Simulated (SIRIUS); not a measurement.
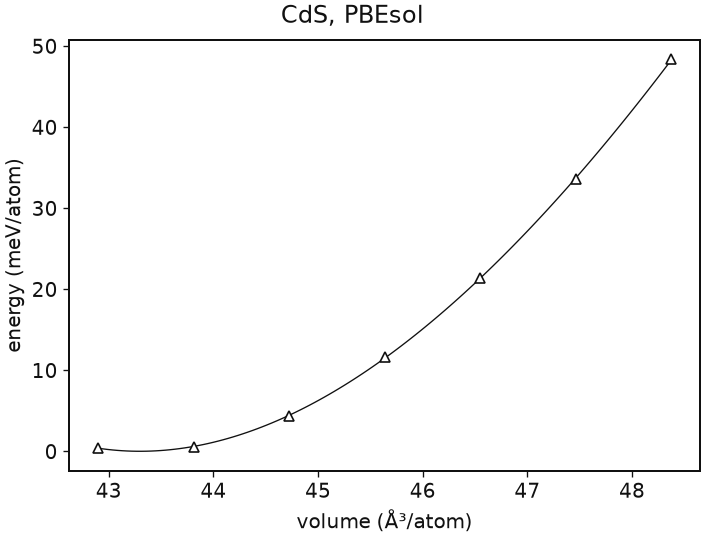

The picture above shows the energy against volume for CdS, space group P3m1 (No. 156).

Structure:
```
Cd S
1.0
     4.26117    0.00000    0.00000
    -2.13058    3.69028    0.00000
     0.00000    0.00000    5.80417
Cd S
1 1
Cartesian
  0.0000 0.0000 2.5695
  2.1306 1.2301 2.5208
```

Method: all-electron LAPW DFT, no spin polarisation; energies at scaled volumes of the given cell, shape and fractions fixed, counted from the fit's minimum, third-order Birch-Murnaghan fit (SIRIUS 7.12.0). Level: PBEsol.

```
         setting                                                              value
          k mesh                                                              7×7×5
     occupations                                                        Fermi–Dirac
  smearing width                                                            0.05 eV
      potentials                                               all electron FP LAPW
program settings  basis apw+lo standard, gk cutoff 3.68 1/bohr, pw cutoff 20 1/bohr
```

What equilibrium volume and bulk modulus follow from the curve?

Answer. A third-order Birch–Murnaghan fit gives V0 = 43.30 Å³/atom, B0 = 32.3 GPa and B′ = 4.9.

Caveats: shape and atomic fractions are frozen while scaling, which makes layered, chain and framework solids too stiff.

The computed values:

| volume (Å³/atom) | energy (meV/atom) |
| --- | --- |
| 42.90 | 0.42 |
| 43.81 | 0.51 |
| 44.72 | 4.41 |
| 45.64 | 11.64 |
| 46.55 | 21.35 |
| 47.46 | 33.61 |
| 48.37 | 48.36 |
